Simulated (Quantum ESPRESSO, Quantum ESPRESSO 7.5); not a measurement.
# H on top sites of RuAl(110), stepped through the coverage

What law, if any, do the results for H on top sites of RuAl(110) follow against the coverage?

Method: plane-wave DFT, PBE, GBRV ultrasoft pseudopotentials, in Quantum ESPRESSO 7.5.

The structure was built from a prototype and need not be the compound's stable phase.

## 1. Starting point

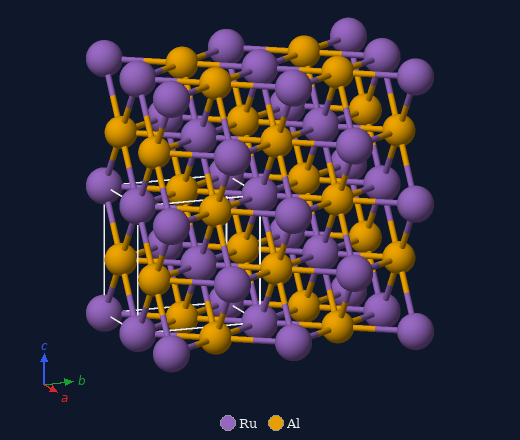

Start, viewed from the side, with the c axis up; ruthenium purple, aluminium orange. 2×2×2 cells are drawn. Some periodic images of atoms are drawn too.

Set-up: Slabs of 3 layers, covered on the upper face; adsorbates and the top layer relax in a periodic cell, the rest is held (the clean slab relaxes both outer layers); a run under open boundaries (ESM, bc1) gives both vacuum levels. Cells of one to 6 surface sites carry the coverages, on meshes of like density; cold smearing of 0.02 Ry. The slabs take the lattice constants of the bulk relaxed by the same program.

Members 0.25, 0.3333, 0.5 and 0.6667 took the same steps and show in the table alone.

## 2. Relaxing cell and ions of the reference

The bulk crystal is relaxed in cell and atoms; the members are built on its lattice constants.

The input, ref.vc.in:

```
&control
  prefix = 'ref.vc'
  outdir = './out'
  pseudo_dir = './pseudo'
  nstep = 40
  forc_conv_thr = 0.0003
  calculation = 'vc-relax'
/
&system
  ibrav = 0
  nat = 4
  ntyp = 2
  ecutwfc = 50
  ecutrho = 250
  occupations = 'smearing'
  smearing = 'mv'
  degauss = 0.02
/
&electrons
  conv_thr = 1e-09
  mixing_beta = 0.4
  electron_maxstep = 120
/
&ions
/
&cell
  press_conv_thr = 0.3
/
ATOMIC_SPECIES
  Ru  101.0700  ru_pbe_v1.2.uspp.F.UPF
  Al  26.9815  al_pbe_v1.uspp.F.UPF
CELL_PARAMETERS angstrom
  2.99000000000000 0.00000000000000 0.00000000000000
  0.00000000000000 4.22849855149556 0.00000000000000
  0.00000000000000 0.00000000000000 4.22849855149556
ATOMIC_POSITIONS crystal
  Ru  0.000000000000 0.000000000000 0.000000000000
  Al  0.500000000000 0.500000000000 0.000000000000
  Ru  0.000000000000 0.500000000000 0.500000000000
  Al  0.500000000000 0.000000000000 0.500000000000
K_POINTS automatic
  14 10 10 0 0 0
```

Started as:

```bash
OMP_NUM_THREADS=1 mpirun -n 16 pw.x -nk 16 -in ref.vc.in > ref.vc.out
```

The program printed:

```text
Program PWSCF v.7.5 starts
[citation notice left out]

     Parallel version (MPI & OpenMP), running on      16 processor cores
     Number of MPI processes:                16
     Threads/MPI process:                     1

     MPI processes distributed on     1 nodes
[...]
Current dimensions of program PWSCF are:
     Max number of different atomic species (ntypx) = 10
     Max number of k-points (npk) =  40000
     Max angular momentum in pseudopotentials (lmaxx) =  4
     Found identity + (  0.0000 -0.5000 -0.5000) symmetry
     This is a supercell, fractional translations are disabled
     Message from routine setup:
     using ibrav=0 with symmetry is DISCOURAGED, use correct ibrav instead

     K-points division:     npool     =      16
     Subspace diagonalization in iterative solution of the eigenvalue problem:
     a serial algorithm will be used

     G-vector sticks info
     --------------------
     sticks:   dense  smooth     PW     G-vecs:    dense   smooth      PW
     Sum         901     715    225                24085    17205    2911

     Using Slab Decomposition

     bravais-lattice index     =            0
     lattice parameter (alat)  =       5.6503  a.u.
     unit-cell volume          =     360.7781 (a.u.)^3
     number of atoms/cell      =            4
     number of atomic types    =            2
     number of electrons       =        38.00
     number of Kohn-Sham states=           23
     kinetic-energy cutoff     =      50.0000  Ry
     charge density cutoff     =     250.0000  Ry
     scf convergence threshold =      1.0E-09
     mixing beta               =       0.4000
     number of iterations used =            8  plain     mixing
     energy convergence thresh.=      1.0E-04
     force convergence thresh. =      3.0E-04
     press convergence thresh. =      3.0E-01
     Exchange-correlation= SLA  PW   PBE  PBE
                           (   1   4   3   4   0   0   0)
     nstep                     =           40

     celldm(1)=   5.650281  celldm(2)=   0.000000  celldm(3)=   0.000000
     celldm(4)=   0.000000  celldm(5)=   0.000000  celldm(6)=   0.000000

     crystal axes: (cart. coord. in units of alat)
               a(1) = (   1.000000   0.000000   0.000000 )
               a(2) = (   0.000000   1.414214   0.000000 )
               a(3) = (   0.000000   0.000000   1.414214 )

     reciprocal axes: (cart. coord. in units 2 pi/alat)
               b(1) = (  1.000000  0.000000  0.000000 )
               b(2) = (  0.000000  0.707107  0.000000 )
               b(3) = (  0.000000  0.000000  0.707107 )

     PseudoPot. # 1 for Ru read from file:
     ./pseudo/ru_pbe_v1.2.uspp.F.UPF
     Pseudo is Ultrasoft + core correction, Zval = 16.0
     Generated by new atomic code, or converted to UPF format
     Using radial grid of  967 points,  6 beta functions with:
                l(1) =   0
                l(2) =   0
                l(3) =   1
                l(4) =   1
                l(5) =   2
                l(6) =   2
     Q(r) pseudized with  8 coefficients,  rinner =    1.300   1.300   1.300
                                                       1.300   1.300

     PseudoPot. # 2 for Al read from file:
     ./pseudo/al_pbe_v1.uspp.F.UPF
     Pseudo is Ultrasoft + core correction, Zval =  3.0
     Generated by new atomic code, or converted to UPF format
     Using radial grid of  893 points,  3 beta functions with:
                l(1) =   0
                l(2) =   1
                l(3) =   2
     Q(r) pseudized with  8 coefficients,  rinner =    0.900   0.900   0.900
                                                       0.900   0.900

     atomic species   valence    mass     pseudopotential
     Ru               16.00   101.07000     Ru( 1.00)
     Al                3.00    26.98150     Al( 1.00)

     16 Sym. Ops., with inversion, found

   Cartesian axes

     site n.     atom                  positions (alat units)
         1        Ru     tau(   1) = (   0.0000000   0.0000000   0.0000000  )
         2        Al     tau(   2) = (   0.5000000   0.7071068   0.0000000  )
         3        Ru     tau(   3) = (   0.0000000   0.7071068   0.7071068  )
         4        Al     tau(   4) = (   0.5000000   0.0000000   0.7071068  )

     number of k points=   168  Marzari-Vanderbilt smearing, width (Ry)=  0.0200

     Number of k-points >= 100: set verbosity='high' to print them.

     Dense  grid:    24085 G-vectors     FFT dimensions: (  30,  45,  45)

     Smooth grid:    17205 G-vectors     FFT dimensions: (  25,  36,  36)

     Estimated max dynamical RAM per process >      35.58 MB

     Estimated total dynamical RAM >     481.11 MB

     Initial potential from superposition of free atoms

     starting charge      35.9950, renormalised to      38.0000

     negative rho (up, down):  1.544E-01 0.000E+00
     Starting wfcs are   34 randomized atomic wfcs

     total cpu time spent up to now is        1.1 secs

     per-process dynamical memory:    34.8 Mb

     Self-consistent Calculation

     iteration #  1     ecut=    50.00 Ry     beta= 0.40
     Davidson diagonalization with overlap
     ethr =  1.00E-02,  avg # of iterations =  2.5

     negative rho (up, down):  1.545E-01 0.000E+00

     total cpu time spent up to now is        1.9 secs

     total energy              =    -400.85574008 Ry
     estimated scf accuracy    <       4.20190638 Ry

     iteration #  2     ecut=    50.00 Ry     beta= 0.40
[...]
negative rho (up, down):  1.527E-01 0.000E+00

[...]
total energy              =    -401.97010901 Ry
     estimated scf accuracy    <       0.90187861 Ry

     iteration #  3     ecut=    50.00 Ry     beta= 0.40
[...]
negative rho (up, down):  1.511E-01 0.000E+00

[...]
total energy              =    -402.11358267 Ry
     estimated scf accuracy    <       0.01880862 Ry

     iteration #  4     ecut=    50.00 Ry     beta= 0.40
[...]
negative rho (up, down):  1.515E-01 0.000E+00

[...]
total energy              =    -402.11651896 Ry
     estimated scf accuracy    <       0.00327437 Ry

     iteration #  5     ecut=    50.00 Ry     beta= 0.40
[...]
negative rho (up, down):  1.515E-01 0.000E+00

[...]
total energy              =    -402.11692050 Ry
     estimated scf accuracy    <       0.00163639 Ry

     iteration #  6     ecut=    50.00 Ry     beta= 0.40
[...]
0.00000000   0.00000000  -0.00001474            0.00        0.00       -2.17

     Energy error            =      4.5E-04 Ry
     Gradient error          =      0.0E+00 Ry/Bohr
     Cell gradient error     =      2.2E+00 kbar

     number of scf cycles    =   2
     number of bfgs steps    =   1

     enthalpy           old  =    -402.1169665962 Ry
     enthalpy           new  =    -402.1174196403 Ry

     CASE: enthalpy          _new < enthalpy          _old

     new trust radius        =       0.0013215649 bohr
     new conv_thr            =            1.0E-11 Ry

     new unit-cell volume =    365.60928 a.u.^3 (    54.17771 Ang^3 )
     density =      7.84952 g/cm^3

CELL_PARAMETERS (angstrom)
   3.003818103   0.000000000   0.000000000
   0.000000000   4.246914223   0.000000000
   0.000000000   0.000000000   4.246914223

ATOMIC_POSITIONS (crystal)
Ru               0.0000000000        0.0000000000        0.0000000000
Al               0.5000000000        0.5000000000        0.0000000000
Ru               0.0000000000        0.5000000000        0.5000000000
Al               0.5000000000        0.0000000000        0.5000000000

[...]
NEW-OLD atomic charge density approx. for the potential
     New effective cutoffs (rho, wfc):  247.63   49.56

     negative rho (up, down):  1.501E-01 0.000E+00

     total cpu time spent up to now is       18.2 secs

     per-process dynamical memory:    45.9 Mb

     Self-consistent Calculation

     iteration #  1     ecut=    50.00 Ry     beta= 0.40
     Davidson diagonalization with overlap
     ethr =  1.00E-06,  avg # of iterations =  2.0

     Threshold (ethr) on eigenvalues was too large:
     Diagonalizing with lowered threshold

     Davidson diagonalization with overlap
     ethr =  6.72E-10,  avg # of iterations =  4.0

     negative rho (up, down):  1.501E-01 0.000E+00

     total cpu time spent up to now is       20.0 secs

     total energy              =    -402.11742168 Ry
     estimated scf accuracy    <       0.00000059 Ry

[...]
iteration #  8     ecut=    50.00 Ry     beta= 0.40
[...]
negative rho (up, down):  1.501E-01 0.000E+00

[...]
End of self-consistent calculation

     Number of k-points >= 100: set verbosity='high' to print the bands.

     the Fermi energy is    15.9876 ev

!    total energy              =    -402.11742186 Ry
     estimated scf accuracy    <          5.8E-12 Ry
     smearing contrib. (-TS)   =       0.00139788 Ry
     internal energy E=F+TS    =    -402.11881974 Ry

     The total energy is F=E-TS. E is the sum of the following terms:
     one-electron contribution =    -140.30619859 Ry
     hartree contribution      =      91.11957610 Ry
     xc contribution           =     -60.83962886 Ry
     ewald contribution        =    -292.09256838 Ry

     convergence has been achieved in   8 iterations

     negative rho (up, down):  1.501E-01 0.000E+00

     Forces acting on atoms (cartesian axes, Ry/au):

     atom    1 type  1   force =     0.00000000    0.00000000    0.00000000
     atom    2 type  2   force =     0.00000000    0.00000000    0.00000000
     atom    3 type  1   force =     0.00000000    0.00000000    0.00000000
     atom    4 type  2   force =     0.00000000    0.00000000    0.00000000

     Total force =     0.000000     Total SCF correction =     0.000000

     Computing stress (Cartesian axis) and pressure

     negative rho (up, down):  1.501E-01 0.000E+00
          total   stress  (Ry/bohr**3)                   (kbar)     P=        0.03
   0.00000231   0.00000000   0.00000000            0.34        0.00        0.00
   0.00000000  -0.00000082   0.00000000            0.00       -0.12        0.00
   0.00000000   0.00000000  -0.00000082            0.00        0.00       -0.12

     Energy error            =      2.2E-06 Ry
     Gradient error          =      0.0E+00 Ry/Bohr
     Cell gradient error     =      3.4E-01 kbar

     number of scf cycles    =   3
     number of bfgs steps    =   2

     enthalpy           old  =    -402.1174196403 Ry
     enthalpy           new  =    -402.1174218570 Ry

     CASE: enthalpy          _new < enthalpy          _old

     new trust radius        =       0.0002098221 bohr
     new conv_thr            =            1.0E-11 Ry

     new unit-cell volume =    365.61093 a.u.^3 (    54.17795 Ang^3 )
     density =      7.84949 g/cm^3

CELL_PARAMETERS (angstrom)
   3.003982914   0.000000000   0.000000000
   0.000000000   4.246807297   0.000000000
   0.000000000   0.000000000   4.246807297

ATOMIC_POSITIONS (crystal)
Ru               0.0000000000        0.0000000000        0.0000000000
Al               0.5000000000        0.5000000000        0.0000000000
Ru               0.0000000000        0.5000000000        0.5000000000
Al               0.5000000000        0.0000000000        0.5000000000

[...]
NEW-OLD atomic charge density approx. for the potential
     New effective cutoffs (rho, wfc):  247.64   49.57

     negative rho (up, down):  1.501E-01 0.000E+00

     total cpu time spent up to now is       25.6 secs

     per-process dynamical memory:    43.0 Mb

[...]
!    total energy              =    -402.11742191 Ry
[...]
Total force =     0.000000     Total SCF correction =     0.000000
[...]
Self-consistent Calculation

     iteration #  1     ecut=    50.00 Ry     beta= 0.40
     Davidson diagonalization with overlap
     ethr =  1.00E-06,  avg # of iterations = 13.4

     negative rho (up, down):  1.558E-01 0.000E+00

     total cpu time spent up to now is       34.1 secs

     total energy              =    -400.60692120 Ry
     estimated scf accuracy    <       4.67198572 Ry

[...]
iteration # 15     ecut=    50.00 Ry     beta= 0.40
[...]
negative rho (up, down):  1.501E-01 0.000E+00

[...]
End of self-consistent calculation

     Number of k-points >= 100: set verbosity='high' to print the bands.

     the Fermi energy is    15.9875 ev

!    total energy              =    -402.11742948 Ry
     estimated scf accuracy    <          2.7E-12 Ry
     smearing contrib. (-TS)   =       0.00139799 Ry
     internal energy E=F+TS    =    -402.11882747 Ry

     The total energy is F=E-TS. E is the sum of the following terms:
     one-electron contribution =    -140.30688052 Ry
     hartree contribution      =      91.11980059 Ry
     xc contribution           =     -60.83962122 Ry
     ewald contribution        =    -292.09212632 Ry

     convergence has been achieved in  15 iterations

     negative rho (up, down):  1.501E-01 0.000E+00

     Forces acting on atoms (cartesian axes, Ry/au):

     atom    1 type  1   force =     0.00000000    0.00000000    0.00000000
     atom    2 type  2   force =     0.00000000    0.00000000    0.00000000
     atom    3 type  1   force =     0.00000000    0.00000000    0.00000000
     atom    4 type  2   force =     0.00000000    0.00000000    0.00000000

     Total force =     0.000000     Total SCF correction =     0.000000

     Computing stress (Cartesian axis) and pressure

     negative rho (up, down):  1.501E-01 0.000E+00
          total   stress  (Ry/bohr**3)                   (kbar)     P=        0.04
   0.00000178   0.00000000   0.00000000            0.26        0.00        0.00
   0.00000000  -0.00000044   0.00000000            0.00       -0.07        0.00
   0.00000000   0.00000000  -0.00000044            0.00        0.00       -0.07

[...]
=------------------------------------------------------------------------------=
   JOB DONE.
=------------------------------------------------------------------------------=
```

Elapsed: 48 s, on 16 MPI ranks of Arm Neoverse V1, shared host; peak memory 1.1 GiB; 13 min of CPU time.

The steps of the relaxation:

```csv
step,energy less that of the first step (eV),largest force (eV/Å),volume (Å³)
1,0.0000,0.0000,53.46
2,-0.0062,0.0000,54.23
3,-0.0062,0.0000,54.18
4,-0.0062,0.0000,54.18
5,-0.0063,0.0000,54.18
```

```csv
cell as run,before,after,change
a (Å),2.990,3.004,+0.5 %
b (Å),4.228,4.247,+0.4 %
c (Å),4.228,4.247,+0.4 %
volume (Å³/atom),13.37,13.54,+1.3 %
```

 The last row is no step: it is a fresh SCF in the final cell with a new plane-wave basis, -0 meV from the row before.

Read from the output:

| Quantity | Value |
| --- | --- |
| free energy | -5471.0863 eV |
| Fermi energy | 15.99 eV |

(Part 1 of 10 ends here.)

[Logs are printed without paths, hosts, clocks, repeated set-up lines and the standing remarks that a program may print on its own settings, such as how far it seeks lower states.]

[Hosts, paths, dates, database ids (printed as entryN), source tags and the programs' standing remarks are cut or masked in the printed files.]

[Maps of the electrostatic potential energy from Ansatz leave out the sawtooth potential of an applied field or a dipole correction, so their vacuum need not be flat; planar profiles and work functions include it.]
